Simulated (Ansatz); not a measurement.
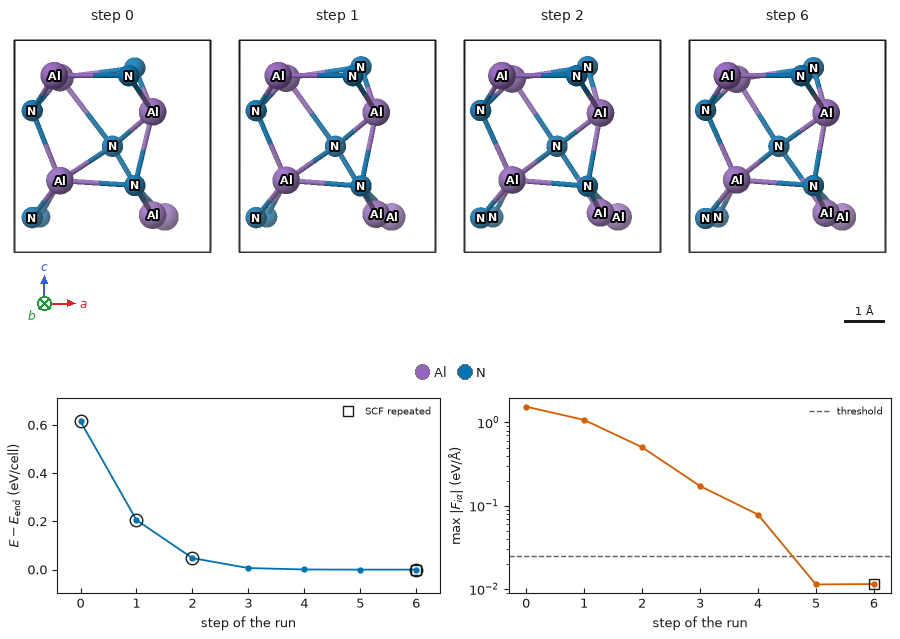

Frames of a relaxation of a defect cell of composition Al8N9 (cell charge −2) (coarse preliminary run), marked on the history of the run. A ball-and-stick model of the cell of the calculation (origin shifted), seen along the b axis.

Case: N interstitial, charge -2, atoms relaxed at the host's cell.

Theory: DFT PBE, scalar-relativistic, plane waves, PAW (Ansatz 0.2.0).

The input:
```yaml
crystal:
  lattice:
    - [0.0, 0.0, 5.0180433219]
    - [-3.1302084199, -5.4216800216, 0.0]
    - [6.2604168399, 0.0, 0.0]
  atoms:
    - { symbol: Al, position: [0.4777412309, 0.324821271, 0.1624106355], spin: 0.1 }
    - { symbol: Al, position: [0.5402841474, 0.3333333333, 0.6666666667] }
    - { symbol: Al, position: [0.4777412309, 0.8375893645, 0.1624106355], spin: 0.1 }
    - { symbol: Al, position: [0.4777412309, 0.8375893645, 0.675178729], spin: 0.1 }
    - { symbol: Al, position: [1.0051981245, 0.1621179496, 0.8378820504], spin: 0.1 }
    - { symbol: Al, position: [1.0051981245, 0.1621179496, 0.3242358992], spin: 0.1 }
    - { symbol: Al, position: [1.0051981245, 0.6757641008, 0.8378820504], spin: 0.1 }
    - { symbol: Al, position: [0.9757426616, 0.6666666667, 0.3333333333] }
    - { symbol: "N", position: [0.8638328173, 0.3366486763, 0.1683243381] }
    - { symbol: "N", position: [0.901796316, 0.3333333333, 0.6666666667] }
    - { symbol: "N", position: [0.8638328173, 0.8316756619, 0.1683243381] }
    - { symbol: "N", position: [0.8638328173, 0.8316756619, 0.6633513237] }
    - { symbol: "N", position: [0.3869324452, 0.1847740138, 0.8152259862], spin: 0.1 }
    - { symbol: "N", position: [0.3869324452, 0.1847740138, 0.3695480275], spin: 0.1 }
    - { symbol: "N", position: [0.3869324452, 0.6304519725, 0.8152259862], spin: 0.1 }
    - { symbol: "N", position: [0.3562474179, 0.6666666667, 0.3333333333] }
    - { symbol: "N", position: [0.2731489367, 0.0, 0.0], spin: 0.1 }
  host:
    lattice:
      - [3.1302084199, 0.0, 0.0]
      - [-1.56510421, 2.7108400108, 0.0]
      - [0.0, 0.0, 5.0180433219]
    atoms:
      - { symbol: Al, position: [0.6666666667, 0.3333333333, 0.4992342259] }
      - { symbol: Al, position: [0.3333333333, 0.6666666667, 0.9992342259] }
      - { symbol: "N", position: [0.6666666667, 0.3333333333, 0.8807657741] }
      - { symbol: "N", position: [0.3333333333, 0.6666666667, 0.3807657741] }
total_charge: -2
basis:
  ecutwfc: 420
  xc_grid: 2
kpoints:
  mp_grid: { grid: [1, 1, 1], shift: [0.0, 0.0, 0.0] }
hamiltonian:
  xc: pbe
scf:
  occupations: { method: gaussian, width: 0.01 }
output:
  forces: true
  stress: false
  eigenvalues: true
  populations: true
  charged_corrections:
    defect_position: [0.20833333, 0.0, 0.0]
    epsilon: [[8.2944, 0.0, 0.0], [0.0, 8.2944, 0.0], [0.0, 0.0, 9.8365]]
magnetization:
  spin_polarized: true
relax:
  adjacent_minimum: "off"
  f_tol: 0.025
  max_steps: 45
```

Run as
```bash
ansatz run input.yaml --threads 4 --pin off --max-ram 10240MiB --backend cpu --events-out ev --progress --plain --runs-dir out
```

### What happens along the run?

The largest move is that of N17, 0.22 Å along −a. Largest moves by element: N 0.22 Å, Al 0.06 Å. The cell doesn't change. Near-neighbour distances that change, for instance: Al5–N17 2.213 → 2.029 Å, Al1–N17 2.038 → 2.095 Å, Al5–N13 1.931 → 1.987 Å, Al1–N16 1.951 → 2.005 Å. Among the angles between lasting bonds that change: Al5–N17–Al6 86.9° → 94.3°, N12–Al4–N17 122.1° → 129.2°, Al1–N17–Al3 96.9° → 90.1°. Over 5 accepted moves (6 points after the start) the energy falls by 0.615 eV per cell of the calculation. The largest force component goes from 1.5 to 0.011 eV/Å. 1 step only repeated the SCF at the same geometry. From step 0 to 1: N17 moves most (0.05 Å), energy −0.409 eV per cell of the calculation. From step 1 to 2: N17 moves most (0.09 Å), energy −0.158 eV per cell of the calculation. From step 2 to 6: N17 moves most (0.08 Å), energy −47.9 meV per cell of the calculation.

```tsv
step	E − E(0), meV/atom	largest force component, eV/Å	note
0	0.00	1.5492	
1	-24.07	1.0742	
2	-33.34	0.5045	
3	-35.78	0.1726	
4	-36.12	0.0784	
5	-36.16	0.0114	
6	-36.16	0.0115	same geometry, SCF repeated
```

Limits of the set-up: the k-point mesh is coarse for a cell with partly filled bands; the periodic images lie only 5.0 Å apart, so the values are limited by the cell's size; the cell is charged, on a uniform background, and energies carry no finite-size correction.
